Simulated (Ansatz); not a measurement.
# Ti₁₆O₃₁: geometry relaxation (part 1 of 3)

- system: Ti₁₆O₃₁ (defect cell, 47 atoms in the cell)
- method: DFT PBE, scalar-relativistic, plane waves, PAW, spin-polarised (Ansatz 0.2.0)

The structure derives from a Materials Project entry.

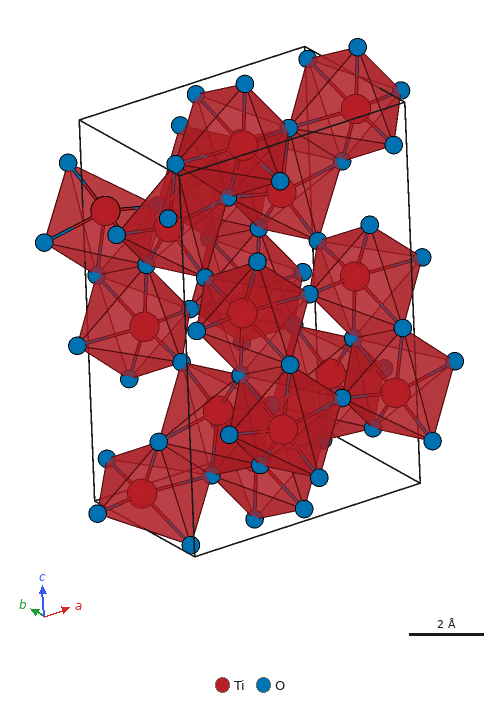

Figure 1. The input geometry (polyhedral view of the cell of the calculation, seen slightly off an axis; polyhedra are completed across the faces of the cell). An atom can appear more than once, as a periodic image.

Summary:

- outcome: converged
- electrons treated: 378
- free energy: −57649.7137 eV
- Fermi energy: 8.772 eV
- net moment of the cell: 0.00 μB
- integrated absolute moment: 0.00 μB
- final volume: 586.83 Å³
- largest force (length of the vector) at the end: 0.034 eV/Å
- hardware: 4 threads of Arm Neoverse N1, 98 GiB of memory available, shared host
- wall time: 8.9 min (CPU time 35 min)
- peak memory: 3 GiB

Notes:

Warnings of the run: some starting moments were not kept. The k-point mesh is coarse for a cell of this size, so the results may not be converged.

Input file:
```yaml
crystal:
  lattice:
    - [0.0, -7.533873, 0.0]
    - [-4.225251, -1.883468, -6.328967]
    - [8.081903, -1.883468, -6.328967]
  atoms:
    - { symbol: Ti, position: [0.17906, 0.837166, 0.446595] }
    - { symbol: Ti, position: [0.67906, 0.837166, 0.446595] }
    - { symbol: Ti, position: [0.42906, 0.337166, 0.946595] }
    - { symbol: Ti, position: [0.92906, 0.337166, 0.946595] }
    - { symbol: Ti, position: [0.1772496313, 0.5434444244, 0.7511923484], spin: 0.5 }
    - { symbol: Ti, position: [0.4276, 0.044871, 0.24473] }
    - { symbol: Ti, position: [0.6776, 0.544871, 0.74473] }
    - { symbol: Ti, position: [0.9276, 0.044871, 0.24473] }
    - { symbol: Ti, position: [0.0636431889, 0.662277114, 0.0562541205], spin: 0.5 }
    - { symbol: Ti, position: [0.570941, 0.662832, 0.053405] }
    - { symbol: Ti, position: [0.32094, 0.162834, 0.553405] }
    - { symbol: Ti, position: [0.82094, 0.162834, 0.553405] }
    - { symbol: Ti, position: [0.0767843375, 0.9492551962, 0.753833507], spin: 0.5 }
    - { symbol: Ti, position: [0.3224, 0.455129, 0.25527] }
    - { symbol: Ti, position: [0.5724, 0.955129, 0.75527] }
    - { symbol: Ti, position: [0.8224, 0.455129, 0.25527] }
    - { symbol: O, position: [0.342495, 0.256657, 0.373363] }
    - { symbol: O, position: [0.592495, 0.756657, 0.873363] }
    - { symbol: O, position: [0.842495, 0.256657, 0.373363] }
    - { symbol: O, position: [0.176651, 0.008628, 0.284768] }
    - { symbol: O, position: [0.676651, 0.008629, 0.284768] }
    - { symbol: O, position: [0.4267269015, 0.5092932138, 0.7861171371] }
    - { symbol: O, position: [0.9309251168, 0.5043920834, 0.7844492886] }
    - { symbol: O, position: [0.0043892374, 0.8668679569, 0.1293133045] }
    - { symbol: O, position: [0.501177, 0.864834, 0.130457] }
    - { symbol: O, position: [0.251177, 0.364834, 0.630457] }
    - { symbol: O, position: [0.751177, 0.364834, 0.630457] }
    - { symbol: O, position: [0.1590758198, 0.7436689899, 0.6266250431], spin: 0.5 }
    - { symbol: O, position: [0.407505, 0.243342, 0.126637] }
    - { symbol: O, position: [0.657505, 0.743342, 0.626637] }
    - { symbol: O, position: [0.907505, 0.243342, 0.126637] }
    - { symbol: O, position: [0.086875, 0.089738, 0.562762] }
    - { symbol: O, position: [0.3400235375, 0.5899347297, 0.0616558298] }
    - { symbol: O, position: [0.586875, 0.089738, 0.562762] }
    - { symbol: O, position: [0.83595463, 0.5920521587, 0.0582123256] }
    - { symbol: O, position: [0.248823, 0.635165, 0.369543] }
    - { symbol: O, position: [0.748823, 0.635166, 0.369543] }
    - { symbol: O, position: [0.498823, 0.135165, 0.869543] }
    - { symbol: O, position: [0.9999415963, 0.1313637813, 0.8683372837] }
    - { symbol: O, position: [0.1602270071, 0.4083273589, 0.939980602] }
    - { symbol: O, position: [0.413125, 0.910261, 0.437239] }
    - { symbol: O, position: [0.663125, 0.410261, 0.937239] }
    - { symbol: O, position: [0.913125, 0.910261, 0.437239] }
    - { symbol: O, position: [0.073349, 0.491372, 0.215232] }
    - { symbol: O, position: [0.573349, 0.491371, 0.215232] }
    - { symbol: O, position: [0.3228631731, 0.9907445855, 0.713578006] }
    - { symbol: O, position: [0.820076823, 0.9888836597, 0.7146011975] }
magnetization:
  spin_polarized: true
basis:
  ecutwfc: 420
  fft_grid_basis: typed
kpoints:
  mp_grid: { grid: [2, 2, 1] }
hamiltonian:
  xc: pbe
  pseudopotentials: { kind: paw }
scf:
  occupations: { method: gaussian, width: 0.05 }
output:
  forces: true
  stress: false
  eigenvalues: false
  bader: false
  write_density: false
  volumetric_format: npy
  populations: true
relax:
  adjacent_minimum: "off"
  max_steps: 30
  f_tol: 0.05
```

Run as:
```bash
ansatz run input.yaml --threads 4 --pin off --max-ram 10240MiB --backend cpu --events-out ev --progress --plain --runs-dir out
```

What the program printed:
```
settings of this run that can trade accuracy for cost: output.eigenvalues: false. Do not mix this run's numbers with those of runs without the same settings; the input reference describes each key
Engine: ansatz 0.2.0, aarch64-unknown-linux-gnu
Pseudopotentials: kind: paw
Pseudopotential: Ti, paw, valence charge 12, recommended cutoff 420 eV (normal), Ti.paw.azcp
Pseudopotential: O, paw, valence charge 6, recommended cutoff 420 eV (normal), O.paw.azcp
Functional definition: PBE
  parameter kappa = 0.804
  parameter beta = 0.06672455060314922
  exchange = pbe_x(kappa = kappa, mu = beta*pi^2/3)
  correlation = pbe_c(beta = beta)
Crystal: 47 atoms, lattice volume = 586.825 Å³
Basis set: ecut = 420 eV, 11453 PW (Γ), exchange–correlation on 108×108×144 points (8 copies of the dense FFT grid, shifted against one another)
Bands: 237, of which v1, the nominal top of the filled ones, is band 189 counted from 1 (188 counted from 0)
Symmetry: 1 space group operations
Space group: P1 (ITA 1), of the structure as read, at distance tolerance 8.4e-5 Å
Magnetic group: BNS 1.1 (UNI 1), of the structure as read, at distance tolerance 8.4e-5 Å
k-points: 4
Non-local potential: Ti, projectors of the file, l = 0: 3, l = 1: 2, l = 2: 3, l = 3: 1
Non-local potential: O, projectors of the file, l = 0: 2, l = 1: 2, l = 2: 1
PAW form: soft (Blöchl's): semilocal exchange-correlation on the pseudo side does not see the compensation charge
PAW one-centre angular grid: Ti, 590 points (default); XC on 64 Gauss nodes
PAW one-centre angular grid: O, 110 points (default); XC on 64 Gauss nodes
Initial density: superposition of atomic densities (chi_scale 0.1, normalization cell, long waves kept (reshape's long-wave potential 0.29 eV rms))
Starting moments: Σ|m| = 2 μB on 4 of 47 sites
Initial wavefunctions: pseudopotential atomic-orbital guess
Functional: x = pbe(κ = 0.804, μ = 0.2195149727645171), c = pbe(β = 0.06672455060314922)
SCF iter   1: F=—  HF=-57651.009367 eV  |F-HF|=—  |Δ(HF+E_count)|=         —  Δρ=3.04e-2 (↑2.86e-2 ↓3.04e-2)  dr2=2.27e1  dr2_m=3.33e-1  M=0.164 μB ∫|m|=0.863 μB  β_m=0.30  ethr=3.10e-3  ⟨swp⟩=4.8  Hψ=7083  notcnv=0  defer=39
Mixer restart at iter 1: flushing history
preconditioner: auto → Resta (q_TF=auto, 2.535 Å⁻¹)  ε∞=7.3  [insulator: Δε(μ)=0.057 eV  Ē_g=9.683 eV  σ=0.050 eV  W_gap=0.57  n_scr=158 (ndim 8)  ℏωp=24.2 eV  f_vac=0.045  D(μ)=7.20/eV (n_scr^D=32)  ε∞_Penn≈7.3]
spin=Collinear: Resta preconditioning applied to the charge; magnetization (m = ρ↑ − ρ↓) channel mixes plain (no charge-response kernel on spin).
SCF iter   2: F=—  HF=-57649.102577 eV  |F-HF|=—  |Δ(HF+E_count)|=    1.91e0  Δρ=2.13e-2 (↑1.90e-2 ↓2.13e-2)  dr2=1.07e1  dr2_m=2.15e-1  M=0.002 μB ∫|m|=0.698 μB  β_m=0.52  ethr=3.10e-3  ⟨swp⟩=3.0  Hψ=3224  notcnv=0  defer=336
SCF iter   3: F=—  HF=-57649.579082 eV  |F-HF|=—  |Δ(HF+E_count)|=   4.77e-1  Δρ=1.03e-2 (↑1.01e-2 ↓1.03e-2)  dr2=3.43e0  dr2_m=2.94e-2  M=0.000 μB ∫|m|=0.347 μB  β_m=0.55  ethr=2.83e-3  ⟨swp⟩=2.4  Hψ=2697  notcnv=0  defer=336
SCF iter   4: F=—  HF=-57649.219529 eV  |F-HF|=—  |Δ(HF+E_count)|=   3.60e-1  Δρ=4.60e-3 (↑4.60e-3 ↓4.54e-3)  dr2=6.06e-1  dr2_m=2.02e-3  M=-0.000 μB ∫|m|=0.131 μB  β_m=0.59  ethr=9.07e-4  ⟨swp⟩=2.4  Hψ=3143  notcnv=0  defer=302
SCF iter   5: F=—  HF=-57649.290343 eV  |F-HF|=—  |Δ(HF+E_count)|=   7.08e-2  Δρ=2.33e-3 (↑2.33e-3 ↓2.33e-3)  dr2=1.60e-1  dr2_m=8.91e-4  M=-0.000 μB ∫|m|=0.084 μB  β_m=0.67  ethr=1.60e-4  ⟨swp⟩=2.0  Hψ=2686  notcnv=0  defer=302
SCF iter   6: F=—  HF=-57649.372526 eV  |F-HF|=—  |Δ(HF+E_count)|=         —  Δρ=1.42e-3 (↑1.42e-3 ↓1.39e-3)  dr2=6.82e-2  dr2_m=1.57e-4  M=-0.000 μB ∫|m|=0.051 μB  β_m=0.67  ethr=4.24e-5  ⟨swp⟩=2.0  Hψ=2806  notcnv=0  defer=302
SCF iter   7: F=—  HF=-57649.392531 eV  |F-HF|=—  |Δ(HF+E_count)|=   2.00e-2  Δρ=6.43e-4 (↑6.29e-4 ↓6.43e-4)  dr2=1.27e-2  dr2_m=4.90e-5  M=-0.000 μB ∫|m|=0.037 μB  β_m=0.74  ethr=1.81e-5  ⟨swp⟩=2.0  Hψ=2744  notcnv=0  defer=302
SCF iter   8: F=—  HF=-57649.403155 eV  |F-HF|=—  |Δ(HF+E_count)|=   1.06e-2  Δρ=5.59e-4 (↑5.59e-4 ↓5.52e-4)  dr2=9.78e-3  dr2_m=1.77e-5  M=-0.000 μB ∫|m|=0.029 μB  β_m=0.71  ethr=3.36e-6  ⟨swp⟩=2.0  Hψ=2757  notcnv=0  defer=302
SCF iter   9: F=—  HF=-57649.409105 eV  |F-HF|=—  |Δ(HF+E_count)|=   5.95e-3  Δρ=2.17e-4 (↑2.16e-4 ↓2.17e-4)  dr2=1.16e-3  dr2_m=7.54e-6  M=-0.000 μB ∫|m|=0.019 μB  β_m=0.67  ethr=2.59e-6  ⟨swp⟩=2.0  Hψ=2655  notcnv=0  defer=302
SCF iter  10: F=—  HF=-57649.409966 eV  |F-HF|=—  |Δ(HF+E_count)|=   8.61e-4  Δρ=1.02e-4 (↑9.80e-5 ↓1.02e-4)  dr2=2.44e-4  dr2_m=4.90e-6  M=-0.000 μB ∫|m|=0.015 μB  β_m=0.77  ethr=3.08e-7  ⟨swp⟩=2.0  Hψ=2784  notcnv=0  defer=302
SCF iter  11: F=—  HF=-57649.410365 eV  |F-HF|=—  |Δ(HF+E_count)|=   3.99e-4  Δρ=7.83e-5 (↑7.83e-5 ↓7.46e-5)  dr2=1.38e-4  dr2_m=2.05e-6  M=-0.000 μB ∫|m|=0.010 μB  β_m=0.67  ethr=6.46e-8  ⟨swp⟩=2.1  Hψ=2801  notcnv=0  defer=302
SCF iter  12: F=—  HF=-57649.410397 eV  |F-HF|=—  |Δ(HF+E_count)|=   3.22e-5  Δρ=3.08e-5 (↑3.08e-5 ↓2.76e-5)  dr2=2.33e-5  dr2_m=6.69e-7  M=-0.000 μB ∫|m|=0.009 μB  β_m=0.75  ethr=1.65e-8  ⟨swp⟩=2.0  Hψ=6109  notcnv=0
SCF iter  13: F=—  HF=-57649.410413 eV  |F-HF|=—  |Δ(HF+E_count)|=   1.59e-5  Δρ=2.39e-5 (↑2.16e-5 ↓2.39e-5)  dr2=1.25e-5  dr2_m=3.39e-7  M=-0.000 μB ∫|m|=0.007 μB  β_m=0.67  ethr=6.17e-9  ⟨swp⟩=4.0  Hψ=4208  notcnv=0
SCF iter  14: F=-57649.410414 eV  HF=-57649.410415 eV  |F-HF|=5.85e-7  |Δ(HF+E_count)|=   1.75e-6  Δρ=1.14e-5 (↑9.71e-6 ↓1.14e-5)  dr2=1.88e-6  dr2_m=1.87e-7  M=-0.000 μB ∫|m|=0.005 μB  ethr=3.30e-9  ⟨swp⟩=3.0  Hψ=3962  notcnv=0
WARN: the starting moments were not kept: the SCF closed with an absolute magnetisation of 4.9e-3 μB, where they sum to 2 μB in size (4 sites). That is at most 0.1 of that sum. Measured as dr2_m measures the in/out step, that magnetisation stands 3.9e-6 eV from none, at or under the dr2_threshold of 6.3e-5 eV: it is no larger than a step whose dr2_m would equal this threshold. The system may hold no moment; this SCF shows only that its start led to no more than that. To try another start: raise the starting moments (crystal.atoms[].spin, magnetization.per_species, magnetization.initial_magnetization, or on a non-collinear deck that types none of these the spinor_matrix: blocks that start its atoms; where the total moment is fixed, keep their sum and leave initial_magnetization as it is; typed ones take the place of any that the run laid by itself, positive ones on a crystal's lanthanoids without a Hubbard term where scf.initial_density.shell_occupations: [] is typed) or, if the notice of its spin-set hold's release reads "site moments contracting" or "site moments show no strong build", lengthen the hold (scf.mixing.spin_hold: { on: { confirm: 4 } }; for m-r²SCAN on two components see the key's manual first). Each may lead to a state that holds a moment. A second SCF, from the converged charge density, with the starting moments and any scf.initial_density.shell_occupations laid on it anew, would have followed, and was not run: the deck does not ask for one (magnetization.retry_lost_moments is false, the default). To let it run, set magnetization.retry_lost_moments: true and run the deck again, where that key's refused combinations let it; where memory then withholds it, that run's warning says so.
SCF 1 converged in 14 iterations: F = -57649.410414 eV  dr2 = 1.88e-6
  greatest PAW one-centre occupation: 0.999 electrons in one spin orbital (limit 2), on the Ti atom at site 7 (counted from 0), in its partial waves of l = 0
relax step   1: F+E_penalty+E_count = -57649.41041438 eV  Δ(F+E_penalty+E_count) = +0.000e0 eV  max|allowed force component| = 1.088e0 eV/Å  Δτ_max = 0.0000 Å  (14 SCF iters, dr2 threshold 6.25e-5 eV, accepted)
Initial density: handed on by an earlier stage of this run
Starting moments: Σ|m| = 2 μB on 4 of 47 sites; this step starts from the density that it was given
Initial wavefunctions: those handed on with the density
iter 1 solved again at ethr=2.62e-5 eV; its pass at ethr=3.10e-3 eV (dr2=9.89e-2 eV) is discarded
SCF iter   1: F=—  HF=-57649.622713 eV  |F-HF|=—  |Δ(HF+E_count)|=         —  Δρ=2.48e-3 (↑2.31e-3 ↓2.48e-3)  dr2=9.61e-2  dr2_m=5.60e-3  M=-0.004 μB ∫|m|=0.023 μB  β_m=0.65  ethr=2.62e-5  ⟨swp⟩=2.5  Hψ=5286  notcnv=0  defer=276
preconditioner: auto → Resta (q_TF=auto, 2.535 Å⁻¹)  ε∞=7.4  [insulator: Δε(μ)=0.125 eV  Ē_g=9.609 eV  σ=0.050 eV  W_gap=0.92  n_scr=158 (ndim 8)  ℏωp=24.2 eV  f_vac=0.130  D(μ)=3.06/eV (n_scr^D=6)  ε∞_Penn≈7.4]
spin=Collinear: Resta preconditioning applied to the charge; magnetization (m = ρ↑ − ρ↓) channel mixes plain (no charge-response kernel on spin).
SCF iter   2: F=—  HF=-57649.617461 eV  |F-HF|=—  |Δ(HF+E_count)|=   5.25e-3  Δρ=1.11e-3 (↑1.09e-3 ↓1.11e-3)  dr2=1.71e-2  dr2_m=9.54e-4  M=-0.000 μB ∫|m|=0.011 μB  β_m=0.54  ethr=2.54e-5  ⟨swp⟩=2.0  Hψ=2864  notcnv=0  defer=276
SCF iter   3: F=—  HF=-57649.620326 eV  |F-HF|=—  |Δ(HF+E_count)|=   2.87e-3  Δρ=5.94e-4 (↑5.80e-4 ↓5.94e-4)  dr2=5.82e-3  dr2_m=2.65e-4  M=-0.000 μB ∫|m|=0.007 μB  β_m=0.57  ethr=4.53e-6  ⟨swp⟩=2.0  Hψ=2772  notcnv=0  defer=276
SCF iter   4: F=—  HF=-57649.622050 eV  |F-HF|=—  |Δ(HF+E_count)|=   1.72e-3  Δρ=1.95e-4 (↑1.95e-4 ↓1.95e-4)  dr2=1.25e-3  dr2_m=9.14e-6  M=-0.000 μB ∫|m|=0.003 μB  β_m=0.66  ethr=1.54e-6  ⟨swp⟩=2.0  Hψ=2916  notcnv=0  defer=276
SCF iter   5: F=—  HF=-57649.622459 eV  |F-HF|=—  |Δ(HF+E_count)|=   4.09e-4  Δρ=1.22e-4 (↑1.21e-4 ↓1.22e-4)  dr2=5.04e-4  dr2_m=1.99e-7  M=-0.000 μB ∫|m|=0.002 μB  β_m=0.67  ethr=3.31e-7  ⟨swp⟩=2.0  Hψ=2938  notcnv=0  defer=276
SCF iter   6: F=—  HF=-57649.622394 eV  |F-HF|=—  |Δ(HF+E_count)|=   6.42e-5  Δρ=6.42e-5 (↑6.41e-5 ↓6.42e-5)  dr2=1.11e-4  dr2_m=2.95e-8  M=-0.000 μB ∫|m|=0.001 μB  β_m=0.66  ethr=1.33e-7  ⟨swp⟩=2.0  Hψ=2720  notcnv=0  defer=276
SCF iter   7: F=—  HF=-57649.622397 eV  |F-HF|=—  |Δ(HF+E_count)|=   2.34e-6  Δρ=2.81e-5 (↑2.81e-5 ↓2.74e-5)  dr2=2.23e-5  dr2_m=2.08e-8  M=-0.000 μB ∫|m|=0.001 μB  β_m=0.69  ethr=2.92e-8  ⟨swp⟩=2.0  Hψ=2720  notcnv=0  defer=276
SCF iter   8: F=—  HF=-57649.622440 eV  |F-HF|=—  |Δ(HF+E_count)|=   4.29e-5  Δρ=4.18e-5 (↑4.18e-5 ↓4.02e-5)  dr2=7.81e-5  dr2_m=6.98e-9  M=-0.000 μB ∫|m|=0.001 μB  β_m=0.76  ethr=5.90e-9  ⟨swp⟩=2.0  Hψ=3288  notcnv=0  defer=276
SCF iter   9: F=-57649.622425 eV  HF=-57649.622432 eV  |F-HF|=7.57e-6  |Δ(HF+E_count)|=   7.46e-6  Δρ=1.51e-5 (↑1.51e-5 ↓1.40e-5)  dr2=1.00e-5  dr2_m=6.29e-9  M=-0.000 μB ∫|m|=0.001 μB  ethr=5.90e-9  ⟨swp⟩=1.0  Hψ=4840  notcnv=0
the starting moments were not kept: the SCF closed with an absolute magnetisation of 8.4e-4 μB, where they sum to 2 μB in size (4 sites). That is at most 0.1 of that sum. Measured as dr2_m measures the in/out step, that magnetisation stands 1.2e-7 eV from none, at or under the dr2_threshold of 7.4e-5 eV: it is no larger than a step whose dr2_m would equal this threshold.
SCF 2 converged in 9 iterations: F = -57649.622425 eV  dr2 = 1.00e-5
  greatest PAW one-centre occupation: 0.999 electrons in one spin orbital (limit 2), on the Ti atom at site 5 (counted from 0), in its partial waves of l = 0
relax step   2: F+E_penalty+E_count = -57649.62242468 eV  Δ(F+E_penalty+E_count) = -2.120e-1 eV  max|allowed force component| = 5.593e-1 eV/Å  Δτ_max = 0.0639 Å  (9 SCF iters, dr2 threshold 7.40e-5 eV, accepted)
[... from here on the SCF iterations and repeated set-up lines of each step are left out, up to the last step ...]
SCF 3 converged in 12 iterations: F = -57649.541520 eV  dr2 = 4.52e-6
```
